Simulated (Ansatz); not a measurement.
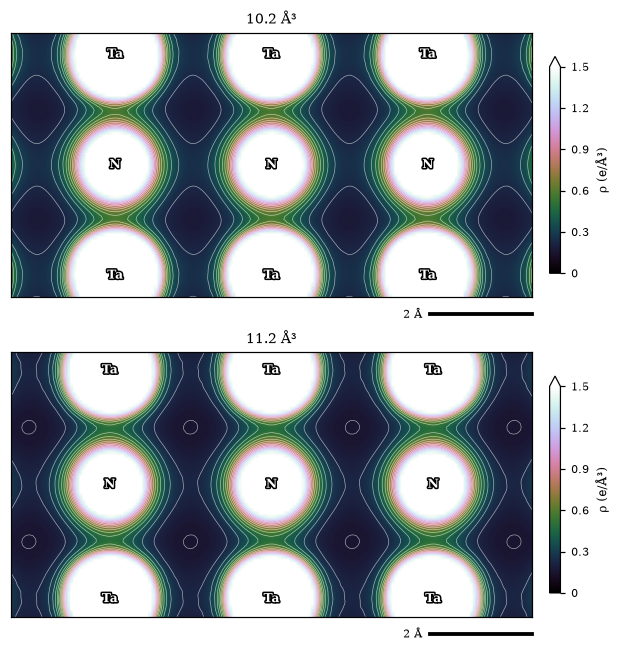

TaN. The valence pseudo-density of cells scaled evenly to different volumes (given per atom above each panel), on the (101̄) plane of each (indices in the axes of the cell below), at one length scale and on one colour scale.

A structure from a database of computed crystals, not necessarily the ambient phase.

Level of theory: Ansatz, Kohn-Sham DFT of a periodic cell, PBE, Ansatz PAW.

In a PAW calculation such maps are meaningful between the atoms, not at the nuclei.

The largest cell:

```cif
data_structure
_symmetry_space_group_name_H-M 'P 1'
_symmetry_Int_Tables_number 1
_cell_length_a 3.1684
_cell_length_b 3.1684
_cell_length_c 3.1684
_cell_angle_alpha 60.000
_cell_angle_beta 60.000
_cell_angle_gamma 60.000
_cell_volume 22.49
loop_
_atom_site_label
_atom_site_type_symbol
_atom_site_fract_x
_atom_site_fract_y
_atom_site_fract_z
_atom_site_occupancy
Ta1 Ta 0.50000 0.50000 0.50000 1
N1 N 0.00000 0.00000 0.00000 1
```

| volume (Å³/atom) | Ta–N contact in the plane (Å) | ρ at its midpoint (e/Å³) | pressure (GPa) | 
| --- | --- | --- | --- |
| 10.16 | 2.166 | 0.581 | 21.7 | 
| 10.60 | 2.196 | ? | ? | 
| 11.25 | 2.240 | 0.496 | −13.0 | 

What values belong in the row with question marks?

Over the known rows ln ρ falls by 2.14 per Å of Ta–N distance (the line through the two), which gives 0.545 e/Å³ at 2.196 Å; the calculation gives 0.544 e/Å³. For the pressure, a straight line in volume between the neighbouring rows gives 7.7 GPa; the calculation gives 5.5, lower because pressure rises ever faster on compression.
